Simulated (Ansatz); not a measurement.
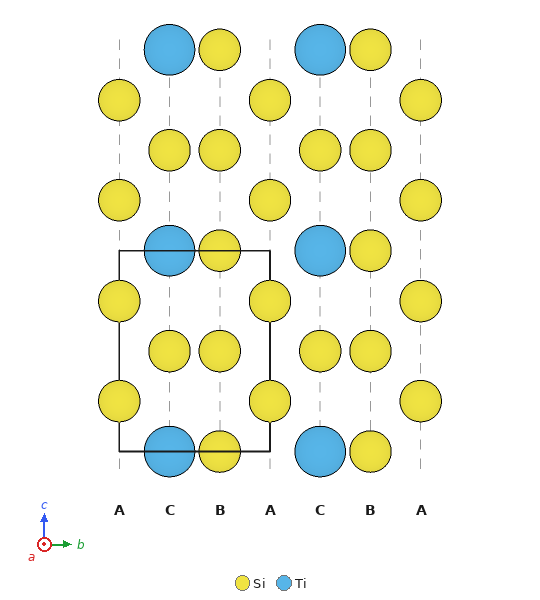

Projection along an edge of the hexagonal mesh, stacking direction c upwards. The dashed lines mark the three columns A (0, 0), B (1/3, 2/3) and C (2/3, 1/3). The sequence starts with the first layer at or above the cell's origin.

System TiSi₅; source of the atomic positions: the end point of a relaxation with Ansatz, DFT PBE, scalar-relativistic, plane waves, PAW.

> Give the sequence of layers in one repeat, with element and column.

Si(B)+Ti(C) – Si(A) – Si(B)+Si(C) – Si(A) (four layers in 5.17 Å).
